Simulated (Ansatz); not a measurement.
Al$_{2}$Ru

Input

```
crystal:
  lattice:
    - [5.3146179938, 0.0, 0.0]
    - [0.0, 5.3146179938, 0.0]
    - [0.0, 0.0, 5.3146179938]
  atoms:
    - { symbol: Al, position: [0.25, 0.25, 0.75] }
    - { symbol: Al, position: [0.75, 0.25, 0.25] }
    - { symbol: Al, position: [0.25, 0.75, 0.25] }
    - { symbol: Al, position: [0.75, 0.75, 0.75] }
    - { symbol: Ru, position: [0.5, 0.5, 0.5] }
    - { symbol: Ru, position: [0.0, 0.0, 0.0] }
kpoints:
  mp_grid: { grid: [6, 6, 6] }
  band_path:
    path: [[0.0, 0.0, 0.0], [0.0, 0.5, 0.0], [0.5, 0.5, 0.0], [0.5, 0.5, 0.5]]
    npoints: 1
hamiltonian:
  xc: r2scan
  dispersion: rvv10
scf:
  occupations: { method: fermi_dirac, width: 0.03 }
  n_extra_bands: 5
output:
  forces: true
  stress: true
  eigenvalues: true
  write_density: true
  write_potential: true
  elf: true
  volumetric_format: npy
```

Launched as:

```sh
ansatz run input.yaml --threads 2 --pin off --max-ram 20275MiB --backend cpu --events-out ev --progress --plain --runs-dir out
```

Below, planes, directions and counts refer to the conventional cell (a = 5.31 Å, b = 5.31 Å, c = 5.31 Å, α = 90.00°, β = 90.00°, γ = 90.00°).

Space group Pn-3m; a structure from a database of computed crystals, not necessarily the ambient phase; started from the Cu2O-224 prototype, which need not be the ambient phase; computed without spin polarisation.

All numbers below come from Ansatz 0.2.0, DFT, r2SCAN+rVV10, plane waves, PAW.

Core electrons are frozen (PAW), and the valence fields are smoothed inside the atomic spheres.

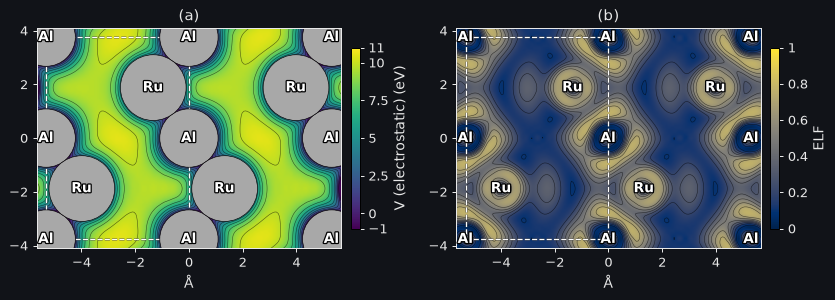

Figure 1. (a) electrostatic potential (local pseudopotential plus Hartree) felt by an electron; (b) ELF on the (101) plane of the conventional cell. Grey discs cover the atomic cores in the potential map.

Interpret the plot.

Answer.
- The plane passes through Al and Ru nuclei.
- Al–Ru (2.30 Å): the ELF peaks at about 0.70 between the atoms.
- The features right at Ru lie inside the PAW spheres, where the map follows smoothed inner orbitals and isn't to be read closely.
- Outside the cores the potential energy rises away from the atoms and is highest about 2.3 Å from the nearest atoms; its zero is arbitrary.

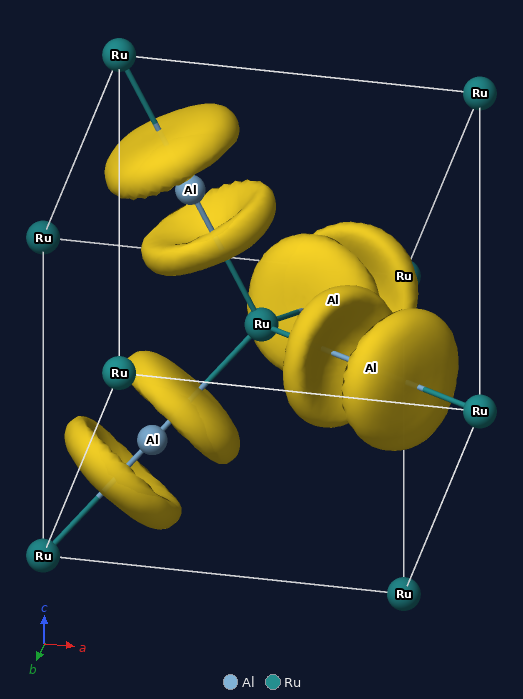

Figure 2. Isosurface of the electron localisation function at 0.65 (yellow), seen at an oblique angle. Core shells and regions of very low density are left out. Sticks mark near contacts.

What do the ELF domains correspond to?

Answer. At this value the surface marks out eight lobes of the valence shell of Al pointing towards Ru (polar bonds), counted in one cell of 6 atoms. Regions shared between cells count once.
